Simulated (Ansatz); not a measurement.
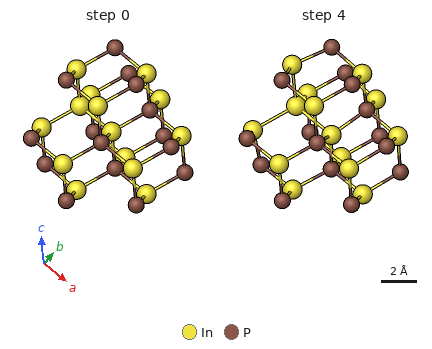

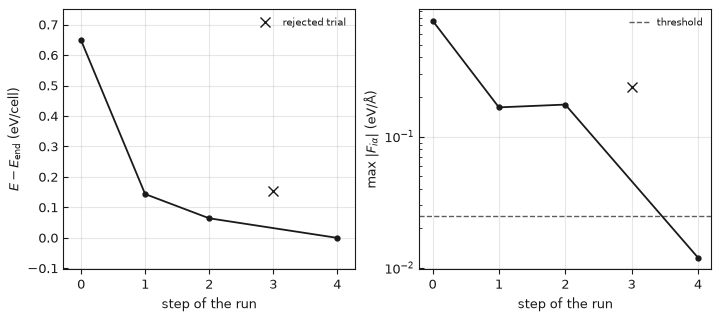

First and last geometry of a relaxation of a defect cell of composition In$_{17}$P$_{15}$ (coarse preliminary run), with the history of the run. The picture is a ball-and-stick view of the atoms within 5.8 Å of the atom that moves most (axes of the cell of the calculation (origin shifted)), seen slightly off an axis.

Case: In on a P site (d), charge +0, atoms relaxed at the host's cell.

Computed with Ansatz 0.2.0, DFT PBE, scalar-relativistic, plane waves, PAW.

Input file:
```yaml
crystal:
  lattice:
    - [-5.9597880289, 5.9597880289, 5.9597880289]
    - [5.9597880289, -5.9597880289, 5.9597880289]
    - [5.9597880289, 5.9597880289, -5.9597880289]
  atoms:
    - { symbol: In, position: [0.5, 0.5, 0.0] }
    - { symbol: In, position: [0.5, 0.75, 0.75] }
    - { symbol: In, position: [0.5, 0.0, 0.5] }
    - { symbol: In, position: [0.75, 0.25, 0.0] }
    - { symbol: In, position: [0.5, 0.25, 0.25] }
    - { symbol: In, position: [0.75, 0.5, 0.75] }
    - { symbol: In, position: [0.75, 0.75, 0.5] }
    - { symbol: In, position: [0.0, 0.0, 0.0] }
    - { symbol: In, position: [0.75, 0.0, 0.25] }
    - { symbol: In, position: [0.0, 0.25, 0.75] }
    - { symbol: In, position: [0.0, 0.5, 0.5] }
    - { symbol: In, position: [0.25, 0.75, 0.0] }
    - { symbol: In, position: [0.0, 0.75, 0.25] }
    - { symbol: In, position: [0.25, 0.0, 0.75] }
    - { symbol: In, position: [0.25, 0.25, 0.5] }
    - { symbol: In, position: [0.25, 0.5, 0.25] }
    - { symbol: In, position: [0.25, 0.5, 0.0] }
    - { symbol: P, position: [0.25, 0.75, 0.75] }
    - { symbol: P, position: [0.25, 0.0, 0.5] }
    - { symbol: P, position: [0.5, 0.25, 0.0] }
    - { symbol: P, position: [0.25, 0.25, 0.25] }
    - { symbol: P, position: [0.5, 0.5, 0.75] }
    - { symbol: P, position: [0.5, 0.75, 0.5] }
    - { symbol: P, position: [0.75, 0.0, 0.0] }
    - { symbol: P, position: [0.5, 0.0, 0.25] }
    - { symbol: P, position: [0.75, 0.25, 0.75] }
    - { symbol: P, position: [0.75, 0.5, 0.5] }
    - { symbol: P, position: [0.0, 0.75, 0.0] }
    - { symbol: P, position: [0.75, 0.75, 0.25] }
    - { symbol: P, position: [0.0, 0.0, 0.75] }
    - { symbol: P, position: [0.0, 0.25, 0.5] }
    - { symbol: P, position: [0.0, 0.5, 0.25] }
  host:
    lattice:
      - [0.0, 2.9798940145, 2.9798940145]
      - [2.9798940145, 0.0, 2.9798940145]
      - [2.9798940145, 2.9798940145, 0.0]
    atoms:
      - { symbol: In, position: [0.0, 0.0, 0.0] }
      - { symbol: P, position: [0.25, 0.25, 0.25] }
basis:
  ecutwfc: 420
  xc_grid: 2
kpoints:
  mp_grid: { grid: [1, 1, 1], shift: [0.0, 0.0, 0.0] }
hamiltonian:
  xc: pbe
scf:
  occupations: { method: gaussian, width: 0.02 }
output:
  forces: true
  stress: false
  eigenvalues: true
  charged_corrections:
    defect_position: [0.25, 0.5, 0.0]
    epsilon: [[15.0794, 0.0, 0.0], [0.0, 15.0794, 0.0], [0.0, 0.0, 15.0794]]
relax:
  adjacent_minimum: "off"
  f_tol: 0.025
  max_steps: 45
```

Command:
```bash
ansatz run input.yaml --threads 4 --pin off --max-ram 8192MiB --backend cpu --events-out ev --progress --plain --runs-dir out
```

> Did the run converge, and what did it change?

It converged. After 3 accepted moves (4 points after the start) the energy has fallen by 0.648 eV per cell of the calculation. The largest force component goes from 0.76 to 0.012 eV/Å. The line search rejected the trial step at point 3 of the run. The largest moves, 0.32 Å, are those of In1, In10, In12 and In16. In1 goes along +a. By element the largest moves are In 0.32 Å, P 0.05 Å. The lattice vectors keep their values. Among the contacts that change: In10–In17 2.581 → 2.902 Å, In10–P26 2.581 → 2.543 Å, In13–P28 2.581 → 2.562 Å, In13–P19 2.581 → 2.571 Å. Among the angles between lasting bonds that change: In1–P22–In6 109.5° → 101.8°, In17–In16–P21 109.5° → 102.8°, P21–In16–P23 109.5° → 115.3°.

Limits of the set-up: the k-point mesh is coarse for a cell with partly filled bands.
